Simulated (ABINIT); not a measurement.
## TiO₂: dielectric calculation (part 3 of 3)

Continued. System: TiO₂ (P4₂/mnm, 6 atoms in the cell). Method: Kohn-Sham DFT of a periodic cell, LDA, JTH PAW LDA v2.0, no spin polarisation (ABINIT 10.8.3); cutoff 517.02 eV, 4×4×8 k-mesh, fixed occupations. The structure derives from a Materials Project entry.

Geometry of the input (Å; fractional positions):
```
4.5998  0.0000  0.0000
0.0000  4.5998  0.0000
0.0000  0.0000  2.9592
Ti 0.0000  0.0000  0.5000
Ti 0.5000  0.5000  0.0000
O  0.3043  0.3043  0.5000
O  0.1957  0.8043  0.0000
O  0.8043  0.1957  0.0000
O  0.6957  0.6957  0.5000
```

### What the program printed, continued
```
 ---- first-order wavefunction calculations are completed ----

 respfn : d/dk was computed, but no 2DTE, so no DDB output.

================================================================================
== DATASET  3 ==================================================================

--- !DatasetInfo
iteration_state: {dtset: 3, }
dimensions: {natom: 6, nkpt: 64, mband: 24, nsppol: 1, nspinor: 1, nspden: 1, mpw: 1681, }
cutoff_energies: {ecut:  19.0, pawecutdg:  38.0, }
electrons: {nelect:   4.80000000E+01, charge:   0.00000000E+00, occopt:   1.00000000E+00, tsmear:   1.00000000E-02, }
meta: {optdriver: 1, rfelfd: 3, }
...

 mkfilename : getwfk/=0, take file _WFK from output of DATASET   1.

 mkfilename : getddk/=0, take file _1WF from output of DATASET   2.

 Exchange-correlation functional for the present dataset will be:
  LDA: Perdew-Wang 92 LSD fit to Ceperley-Alder data - ixc=7
  J.P.Perdew and Y.Wang, PRB 45, 13244 (1992)

 Real(R)+Recip(G) space primitive vectors, cartesian coordinates (Bohr,Bohr^-1):
 R(1)=  8.6924328  0.0000000  0.0000000  G(1)=  0.1150426  0.0000000  0.0000000
 R(2)=  0.0000000  8.6924328  0.0000000  G(2)=  0.0000000  0.1150426  0.0000000
 R(3)=  0.0000000  0.0000000  5.5921032  G(3)=  0.0000000  0.0000000  0.1788236
 Unit cell volume ucvol=  4.2253030E+02 bohr^3
 Angles (23,13,12)=  9.00000000E+01  9.00000000E+01  9.00000000E+01 degrees
 setup1 : take into account q-point for computing boxcut.

 Coarse grid specifications (used for wave-functions):

 getcut: wavevector=  0.0000  0.0000  0.0000  ngfft=  36  36  24
         ecut(hartree)=     19.000   => boxcut(ratio)=   2.11066

 Fine grid specifications (used for densities):

 getcut: wavevector=  0.0000  0.0000  0.0000  ngfft=  50  50  32
         ecut(hartree)=     38.000   => boxcut(ratio)=   2.06214
--------------------------------------------------------------------------------

-open ddk wf file :runo_DS2_1WF19
-open ddk wf file :runo_DS2_1WF20
-open ddk wf file :runo_DS2_1WF21

 ==>  initialize data related to q vector <==

 The list of irreducible perturbations for this q vector is:
    1)    idir= 1    ipert=   8
    2)    idir= 3    ipert=   8

================================================================================

 The perturbation idir=   2  ipert=   8 is
 symmetric of a previously calculated perturbation.
 So, its SCF calculation is not needed.

--------------------------------------------------------------------------------
 Perturbation wavevector (in red.coord.)   0.000000  0.000000  0.000000
 Perturbation : homogeneous electric field along direction   1
 The set of symmetries contains only one element for this perturbation.
 symkpt : not enough symmetry to change the number of k points.

--------------------------------------------------------------------------------

--------------------------------------------------------------------------------

 Initialisation of the first-order wave-functions :
  ireadwf=   0

--- !BeginCycle
iteration_state: {dtset: 3, }
solver: {iscf: 7, nstep: 80, nline: 4, wfoptalg: 10, }
tolerances: {tolvrs: 1.00E-08, }
...

     iter   2DEtotal(Ha)        deltaE(Ha) residm    vres2
-ETOT  1  -107.10673712754     -1.071E+02 1.648E+00 2.900E+04
 ETOT  2  -106.51987642409      5.869E-01 9.152E-02 2.279E+04
 ETOT  3  -115.84105797263     -9.321E+00 2.256E-02 2.804E+03
 ETOT  4  -116.73041854265     -8.894E-01 2.291E-03 2.807E+01
 ETOT  5  -116.75388092456     -2.346E-02 2.858E-04 2.875E+00
 ETOT  6  -116.75460850214     -7.276E-04 5.329E-05 2.866E-01
 ETOT  7  -116.75479980142     -1.913E-04 6.094E-06 7.827E-04
 ETOT  8  -116.75480127479     -1.473E-06 1.237E-06 7.082E-04
 ETOT  9  -116.75480176173     -4.869E-07 1.267E-07 1.041E-05
 ETOT 10  -116.75480178768     -2.595E-08 2.357E-08 1.994E-06
 ETOT 11  -116.75480179136     -3.679E-09 2.684E-09 3.261E-08
 ETOT 12  -116.75480179179     -4.353E-10 4.934E-10 2.280E-09

 At SCF step   12       vres2   =  2.28E-09 < tolvrs=  1.00E-08 =>converged.
-open ddk wf file :runo_DS2_1WF19
-open ddk wf file :runo_DS2_1WF20
-open ddk wf file :runo_DS2_1WF21
================================================================================

 ----iterations are completed or convergence reached----

 Mean square residual over all n,k,spin=   13.388E-13; max=  49.338E-11

 2DEtotal=   -0.1167548018E+03 Ha. Also 2DEtotal=   -0.317706000763E+04 eV
    (  non-var. 2DEtotal :   -1.1675479393E+02 Ha)

--------------------------------------------------------------------------------
 Perturbation wavevector (in red.coord.)   0.000000  0.000000  0.000000
 Perturbation : homogeneous electric field along direction   3
 The set of symmetries contains only one element for this perturbation.
 symkpt : not enough symmetry to change the number of k points.

--------------------------------------------------------------------------------

--------------------------------------------------------------------------------

 Initialisation of the first-order wave-functions :
  ireadwf=   0

--- !BeginCycle
iteration_state: {dtset: 3, }
solver: {iscf: 7, nstep: 80, nline: 4, wfoptalg: 10, }
tolerances: {tolvrs: 1.00E-08, }
...

     iter   2DEtotal(Ha)        deltaE(Ha) residm    vres2
-ETOT  1  -333.73728093080     -3.337E+02 4.265E+00 4.083E+03
 ETOT  2  -340.01222333210     -6.275E+00 1.937E-01 6.813E+02
 ETOT  3  -340.34060141740     -3.284E-01 1.031E-02 7.654E+00
 ETOT  4  -340.35359545454     -1.299E-02 5.636E-04 1.167E-01
 ETOT  5  -340.35397392893     -3.785E-04 5.696E-05 4.015E-03
 ETOT  6  -340.35399689964     -2.297E-05 2.369E-06 4.997E-05
 ETOT  7  -340.35399840885     -1.509E-06 3.247E-07 2.672E-06
 ETOT  8  -340.35399852315     -1.143E-07 1.501E-08 4.074E-07
 ETOT  9  -340.35399853209     -8.944E-09 2.098E-09 2.047E-08
 ETOT 10  -340.35399853282     -7.245E-10 1.084E-10 4.001E-09

 At SCF step   10       vres2   =  4.00E-09 < tolvrs=  1.00E-08 =>converged.
-open ddk wf file :runo_DS2_1WF21
-open ddk wf file :runo_DS2_1WF20
-open ddk wf file :runo_DS2_1WF19
================================================================================

 ----iterations are completed or convergence reached----

 Mean square residual over all n,k,spin=   10.394E-13; max=  10.838E-11

 2DEtotal=   -0.3403539985E+03 Ha. Also 2DEtotal=   -0.926150411444E+04 eV
    (  non-var. 2DEtotal :   -3.4035395432E+02 Ha)
================================================================================

 ---- first-order wavefunction calculations are completed ----

 ==> Compute Derivative Database <==
 The violation of the charge neutrality conditions
 by the effective charges is as follows :
    atom        electric field
 displacement     direction
       1               1        0.017164        0.000000
       1               2        0.000000        0.000000
       1               3       -0.000000        0.000000
       2               1        0.000000        0.000000
       2               2        0.017164        0.000000
       2               3       -0.000000        0.000000
       3               1       -0.000000        0.000000
       3               2       -0.000000        0.000000
       3               3        0.038821        0.000000

 Effective charge tensors after
 imposition of the charge neutrality (if requested by user),
 and eventual restriction to some part :
   atom    displacement
         1         1    6.335762E+00    1.017029E+00   -3.907571E-17
         1         2    1.017029E+00    6.335762E+00    4.138473E-17
         1         3    1.044283E-17    8.704742E-17    7.697020E+00
         2         1    6.335762E+00   -1.017029E+00    4.546992E-17
         2         2   -1.017029E+00    6.335762E+00   -1.074582E-16
         2         3   -7.109707E-17   -1.584306E-16    7.697020E+00
         3         1   -3.167881E+00   -1.818516E+00    1.181130E-12
         3         2   -1.818516E+00   -3.167881E+00   -9.742966E-13
         3         3    1.011660E-12   -9.585260E-13   -3.848510E+00
         4         1   -3.167881E+00    1.818516E+00   -1.181355E-12
         4         2    1.818516E+00   -3.167881E+00   -9.740472E-13
         4         3   -1.011895E-12   -9.582454E-13   -3.848510E+00
         5         1   -3.167881E+00    1.818516E+00    1.181353E-12
         5         2    1.818516E+00   -3.167881E+00    9.741023E-13
         5         3    1.011951E-12    9.582920E-13   -3.848510E+00
         6         1   -3.167881E+00   -1.818516E+00   -1.181134E-12
         6         2   -1.818516E+00   -3.167881E+00    9.743076E-13
         6         3   -1.011656E-12    9.585509E-13   -3.848510E+00
 Now, the imaginary part of the dynamical matrix is zeroed

  Dielectric tensor, in cartesian coordinates,
     j1       j2             matrix element
  dir pert dir pert     real part    imaginary part

   1    8   1    8         7.6458368204        -0.0000000000

   2    8   2    8         7.6458368204        -0.0000000000

   3    8   3    8         9.0181360989        -0.0000000000

  Effective charges, in cartesian coordinates,
  (from electric field response)
   if specified in the inputs, charge neutrality has been imposed
     j1       j2             matrix element
  dir pert dir pert     real part    imaginary part

   1    1   1    8         6.3357620846         0.0000000000
   2    1   1    8         1.0170290087         0.0000000000
   1    2   1    8         6.3357620846         0.0000000000
   2    2   1    8        -1.0170290087         0.0000000000
   1    3   1    8        -3.1678810424         0.0000000000
   2    3   1    8        -1.8185159424         0.0000000000
   1    4   1    8        -3.1678810424         0.0000000000
   2    4   1    8         1.8185159424         0.0000000000
   1    5   1    8        -3.1678810424         0.0000000000
   2    5   1    8         1.8185159424         0.0000000000
   1    6   1    8        -3.1678810424         0.0000000000
   2    6   1    8        -1.8185159424         0.0000000000

   1    1   2    8         1.0170290087         0.0000000000
   2    1   2    8         6.3357620846         0.0000000000
   1    2   2    8        -1.0170290087         0.0000000000
   2    2   2    8         6.3357620846         0.0000000000
   1    3   2    8        -1.8185159424         0.0000000000
   2    3   2    8        -3.1678810424         0.0000000000
   1    4   2    8         1.8185159424         0.0000000000
   2    4   2    8        -3.1678810424         0.0000000000
   1    5   2    8         1.8185159424         0.0000000000
   2    5   2    8        -3.1678810424         0.0000000000
   1    6   2    8        -1.8185159424         0.0000000000
   2    6   2    8        -3.1678810424         0.0000000000

   3    1   3    8         7.6970199088         0.0000000000
   3    2   3    8         7.6970199088         0.0000000000
   3    3   3    8        -3.8485099547         0.0000000000
   3    4   3    8        -3.8485099547         0.0000000000
   3    5   3    8        -3.8485099547         0.0000000000
   3    6   3    8        -3.8485099547         0.0000000000

  Warning: The rigid-atom proper piezoelectric tensor
  from  electric field response requires nsym=1

== END DATASET(S) ==============================================================
================================================================================

 -outvars: echo values of variables after computation  --------
            acell      1.0000000000E+00  1.0000000000E+00  1.0000000000E+00 Bohr
           etotal1    -1.8241929977E+02
           etotal2    -6.2163629760E+01
           etotal3    -3.4035399853E+02
            fcart1    -0.0000000000E+00 -0.0000000000E+00 -0.0000000000E+00
                      -0.0000000000E+00 -0.0000000000E+00 -0.0000000000E+00
                       1.6944080201E-03  1.6944080201E-03 -0.0000000000E+00
                      -1.6944080201E-03  1.6944080201E-03 -0.0000000000E+00
                       1.6944080201E-03 -1.6944080201E-03 -0.0000000000E+00
                      -1.6944080201E-03 -1.6944080201E-03 -0.0000000000E+00
            fcart3     0.0000000000E+00  0.0000000000E+00  0.0000000000E+00
                       0.0000000000E+00  0.0000000000E+00  0.0000000000E+00
                       0.0000000000E+00  0.0000000000E+00  0.0000000000E+00
                       0.0000000000E+00  0.0000000000E+00  0.0000000000E+00
                       0.0000000000E+00  0.0000000000E+00  0.0000000000E+00
                       0.0000000000E+00  0.0000000000E+00  0.0000000000E+00
            rprim      8.6924327600E+00  0.0000000000E+00  0.0000000000E+00
                       0.0000000000E+00  8.6924327600E+00  0.0000000000E+00
                       0.0000000000E+00  0.0000000000E+00  5.5921031727E+00
           strten1     2.8542261851E-04  2.8542261851E-04  3.8277915143E-04
                       0.0000000000E+00  0.0000000000E+00  0.0000000000E+00
           strten3     0.0000000000E+00  0.0000000000E+00  0.0000000000E+00
                       0.0000000000E+00  0.0000000000E+00  0.0000000000E+00
           xangst      0.0000000000E+00  0.0000000000E+00  1.4796067790E+00
                       2.2999186604E+00  2.2999186604E+00  0.0000000000E+00
                       1.3998285652E+00  1.3998285652E+00  1.4796067790E+00
                       9.0009009514E-01  3.6997472256E+00  0.0000000000E+00
                       3.6997472256E+00  9.0009009514E-01  0.0000000000E+00
                       3.2000087555E+00  3.2000087555E+00  1.4796067790E+00
             xred      0.0000000000E+00  0.0000000000E+00  5.0000000000E-01
                       5.0000000000E-01  5.0000000000E-01  0.0000000000E+00
                       3.0432132000E-01  3.0432132000E-01  5.0000000000E-01
                       1.9567868000E-01  8.0432132000E-01  0.0000000000E+00
                       8.0432132000E-01  1.9567868000E-01  0.0000000000E+00
                       6.9567868000E-01  6.9567868000E-01  5.0000000000E-01
 Calculation completed.
```

### File anaddb.abo
```
.Version 10.8.3 of ANADDB
================================================================================

 -outvars_anaddb: echo values of input variables ----------------------

 Flags :
     dieflag         2
 Miscellaneous information :
         asr         1

================================================================================

 read the DDB information and perform some checks

  ==== Info on the Cryst% object ====
 Real(R)+Recip(G) space primitive vectors, cartesian coordinates (Bohr,Bohr^-1):
 R(1)=  8.6924328  0.0000000  0.0000000  G(1)=  0.1150426  0.0000000  0.0000000
 R(2)=  0.0000000  8.6924328  0.0000000  G(2)=  0.0000000  0.1150426  0.0000000
 R(3)=  0.0000000  0.0000000  5.5921032  G(3)=  0.0000000  0.0000000  0.1788236
 Unit cell volume ucvol=  4.2253030E+02 bohr^3
 Angles (23,13,12)=  9.00000000E+01  9.00000000E+01  9.00000000E+01 degrees
 Time-reversal symmetry is present
 Reduced atomic positions [iatom, xred, symbol]:
    1)    0.0000000  0.0000000  0.5000000  Ti
    2)    0.5000000  0.5000000  0.0000000  Ti
    3)    0.3043213  0.3043213  0.5000000   O
    4)    0.1956787  0.8043213  0.0000000   O
    5)    0.8043213  0.1956787  0.0000000   O
    6)    0.6956787  0.6956787  0.5000000   O

 DDB file with 3 blocks has been read.

================================================================================

 Dielectric Tensor and Effective Charges

 anaddb : Zero the imaginary part of the Dynamical Matrix at Gamma,
   and impose the ASR on the effective charges

 The violation of the charge neutrality conditions
 by the effective charges is as follows :
    atom        electric field
 displacement     direction
       1               1        0.017164        0.000000
       1               2        0.000000        0.000000
       1               3        0.000000        0.000000
       2               1        0.000000        0.000000
       2               2        0.017164        0.000000
       2               3        0.000000        0.000000
       3               1       -0.000000        0.000000
       3               2       -0.000000        0.000000
       3               3        0.038821        0.000000

 Effective charge tensors after
 imposition of the charge neutrality (if requested by user),
 and eventual restriction to some part :
   atom    displacement
         1         1    6.335762E+00    1.017029E+00    1.971943E-33
         1         2    1.017029E+00    6.335762E+00    2.629258E-33
         1         3   -2.795234E-33   -2.954054E-33    7.697020E+00
         2         1    6.335762E+00   -1.017029E+00    2.366332E-34
         2         2   -1.017029E+00    6.335762E+00   -5.258516E-34
         2         3    1.778785E-33    2.572886E-33    7.697020E+00
         3         1   -3.167881E+00   -1.818516E+00   -5.521442E-34
         3         2   -1.818516E+00   -3.167881E+00   -5.258516E-34
         3         3    2.541122E-34    9.529208E-35   -3.848510E+00
         4         1   -3.167881E+00    1.818516E+00   -5.521442E-34
         4         2    1.818516E+00   -3.167881E+00   -5.258516E-34
         4         3    2.541122E-34    9.529208E-35   -3.848510E+00
         5         1   -3.167881E+00    1.818516E+00   -5.521442E-34
         5         2    1.818516E+00   -3.167881E+00   -5.258516E-34
         5         3    2.541122E-34    9.529208E-35   -3.848510E+00
         6         1   -3.167881E+00   -1.818516E+00   -5.521442E-34
         6         2   -1.818516E+00   -3.167881E+00   -5.258516E-34
         6         3    2.541122E-34    9.529208E-35   -3.848510E+00
 Now, the imaginary part of the dynamical matrix is zeroed

================================================================================

 anaddb : the run completed successfully.
```

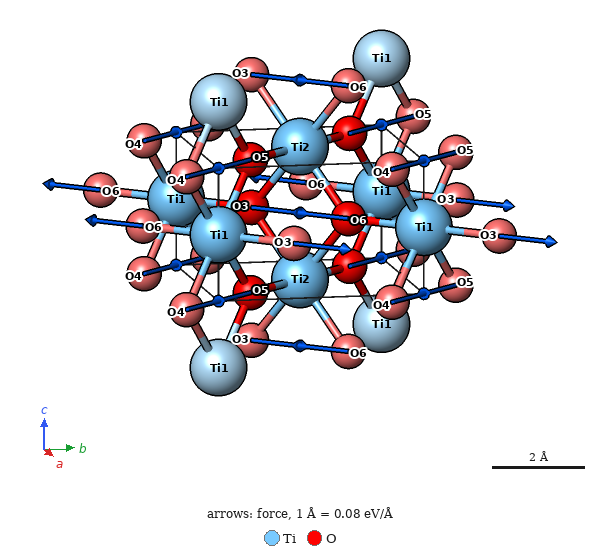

*Forces on the atoms as blue arrows (ball-and-stick view of the cell of the calculation, seen slightly off an axis; neighbours outside the cell are drawn fainter; atoms are numbered from 1 in the order of the input).*

The largest act on all 4 O atoms (0.12 eV/Å). The geometry is not a stationary point of this energy.

### Summary

- outcome: converged
- space group (tolerance 0.01 Å): P4₂/mnm (136)
- electrons treated: 48
- free energy: −4963.8820 eV
- Fermi energy: 4.350 eV
- pressure: −9.35 GPa
- largest force (length of the vector): 0.123 eV/Å
- ε∞ (xx, yy, zz): 7.65, 7.65, 9.02
- Born charges (mean of the diagonal): Ti1, Ti2 (6.79 e); all 4 O atoms (−3.39 e)
- wall time: 2.3 min (CPU time 9.2 min)
- peak memory: 0.68 GiB

### Notes

The cell is under a tension of 9.4 GPa at this level, so it is not at its equilibrium volume.
